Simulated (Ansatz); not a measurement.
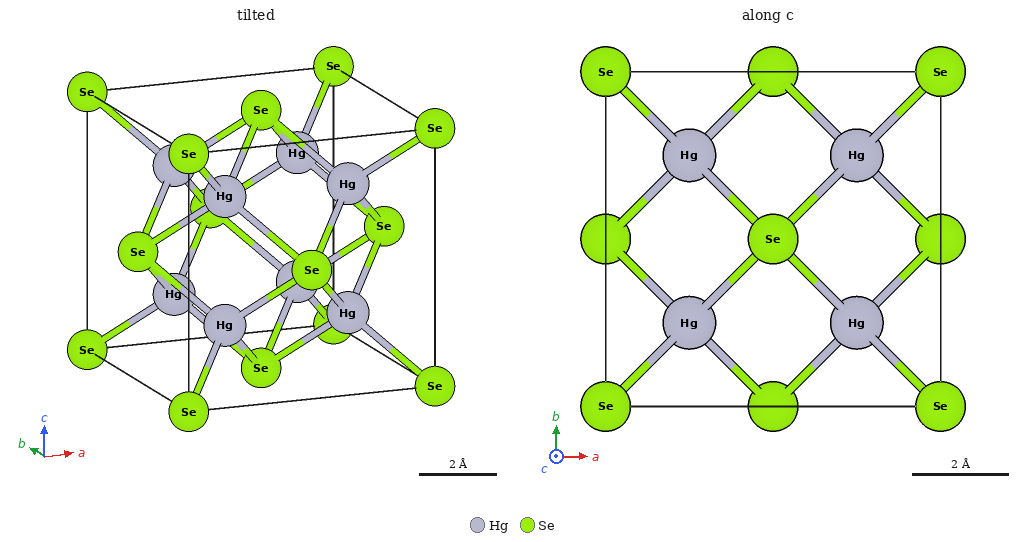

The crystal in a ball-and-stick representation, seen slightly off an axis and along the c axis. One conventional unit cell is framed, with atoms on its boundary repeated. Cell: a = 6.98 Å, b = 6.98 Å, c = 6.98 Å, α = 90.00°, β = 90.00°, γ = 90.00°.

It goes back to a structure type filled with these elements by a generator (whether the compound takes this form wasn't checked). Earlier steps of the study may have refined or changed the cell and positions. A calculation with Ansatz used it as input.

**Describe the arrangement of the atoms.**

The material is Hg$_{2}$Se. Its lattice is face-centred cubic, its space group Fm-3m (No. 225). Among the common structure types it is antifluorite. The cell has 12 atoms, namely 8 Hg, 4 Se. Each Hg has four Se in a tetrahedral arrangement at about 3.0 Å. The Se atoms are each bonded to eight Hg in a cubic arrangement at about 3.0 Å. The bonds build a three-dimensional framework.

Theory: DFT PBE, scalar-relativistic, plane waves, PAW in Ansatz. Numerical settings: a 420 eV plane-wave basis, k-points about 0.13 Å⁻¹ apart, Gaussian smearing of 0.1 eV, no spin polarisation.

**Predict the gap.**

A metal: bands cross the Fermi level.

**What charge does Bader's analysis assign to each element?**

Hg +0.16 e; Se -0.31 e.

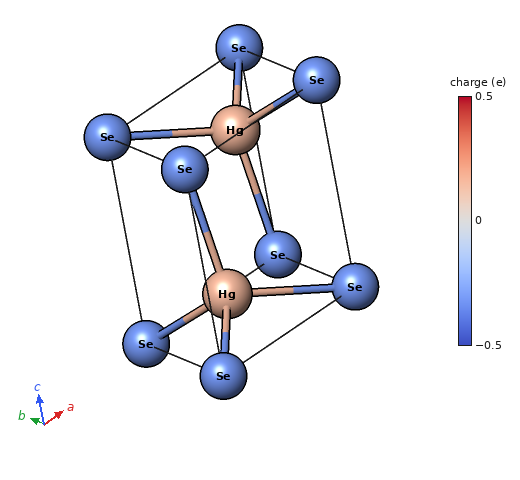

The atoms coloured by those charges. The run's cell of 3 atoms is drawn, so axes and origin can differ from the first picture.

**Has the structure come to rest?**

Yes. All forces vanish to within 0.01 eV/Å. The pressure is 0.0 GPa, close to zero.
